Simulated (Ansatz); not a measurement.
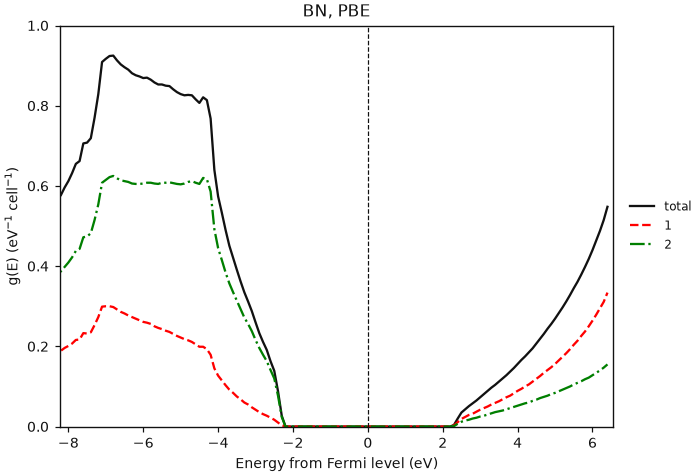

Density of states. Energies are counted from the Fermi level. The partial curves are projected on Löwdin-orthogonalised atomic shells.

Calculation on BN, space group F-43m, 2 atoms in the cell; a = 2.56 Å, b = 2.56 Å, c = 2.56 Å, α = 60.00°, β = 60.00°, γ = 60.00°.

Computed with Ansatz 0.2.0: DFT PBE, scalar-relativistic, plane waves, PAW, no spin polarisation, 12×12×12 k mesh, 420 eV cutoff.

**The numbered curves are projections. Which is which? The candidates: B, N.**

1 is B; 2 is N.

**Is there a gap at the Fermi level, and how wide?**

There is a gap; over the k points computed it is 4.46 eV.
